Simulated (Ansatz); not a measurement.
## Electronic structure of Ni (slab) in real space

```yaml
crystal:
  lattice:
    - [2.44882, 0.00000, 0.00000]
    - [0.00000, 3.46315, 0.00000]
    - [0.00000, 0.00000, 24.79527]
  atoms:
    - { symbol: Ni, position: [0.50000, 0.50000, 0.30633] }
    - { symbol: Ni, position: [0.00000, 0.00000, 0.35069] }
    - { symbol: Ni, position: [0.50000, 0.50000, 0.40151] }
    - { symbol: Ni, position: [0.00000, 0.00000, 0.45081] }
    - { symbol: Ni, position: [0.50000, 0.50000, 0.50000] }
    - { symbol: Ni, position: [0.00000, 0.00000, 0.54919] }
    - { symbol: Ni, position: [0.50000, 0.50000, 0.59849] }
    - { symbol: Ni, position: [0.00000, 0.00000, 0.64931] }
    - { symbol: Ni, position: [0.50000, 0.50000, 0.69367] }
```

Spin-polarised.

All numbers below come from Ansatz, DFT PBEsol, scalar-relativistic, plane waves, PAW.

In a PAW calculation such maps are meaningful between the atoms, not at the nuclei.

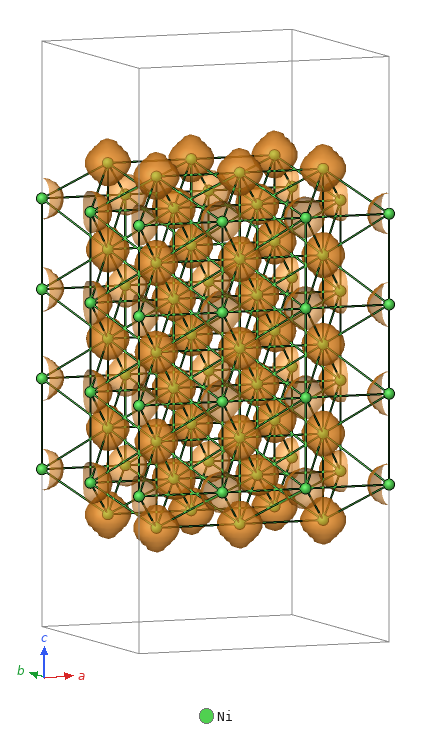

Figure 1. Isosurfaces of the magnetisation density (up minus down) at +0.2 (orange) and −0.2 e/Å³ (purple), seen slightly off an axis. Sticks mark near contacts.

Q: Which atoms carry the moments, and with what signs?

A: The spin density sits on Ni: +0.7 μB (×9) in one cell of 9 atoms: parallel moments (a ferromagnetic arrangement) in this solution. The cell of the calculation (9 atoms) carries 5.9 μB of net spin moment. Only one sign reaches the isovalue.

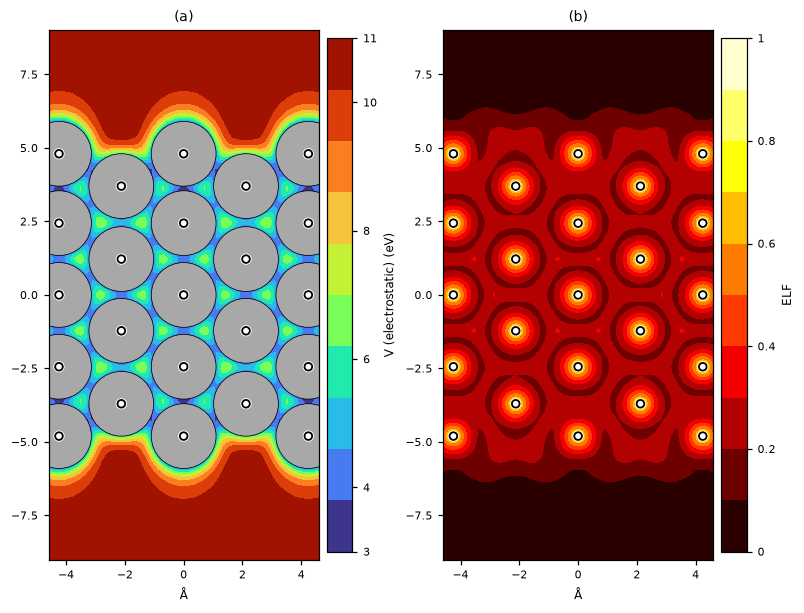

Figure 2. (a) electrostatic potential (local pseudopotential plus Hartree) felt by an electron; (b) ELF on the (11̄0) plane of the calculation cell, a cut from vacuum to vacuum. Circles mark the nuclei in the plane (Ni). Grey discs cover the atomic cores in the potential map.

Q: What do the fields say about this system?

A: The plane passes through Ni nuclei.
Ni–Ni (2.36 Å): the ELF is about 0.25 at the midpoint (no localised pair shows between them).
Ni–Ni (2.44 Å): the ELF is about 0.25 at the midpoint (no localised pair shows between them).
Ni–Ni (2.48 Å): the ELF is about 0.25 at the midpoint: no localised pair shows between them.
The features right at Ni lie inside the PAW spheres, where the map follows smoothed inner orbitals and isn't to be read closely.
Outside the cores the potential energy rises away from the atoms and is highest in the vacuum; its zero is arbitrary.

Q: Does the calculation make it a metal, or give it a gap?

A: It is gapless in this calculation (a metal or semimetal).
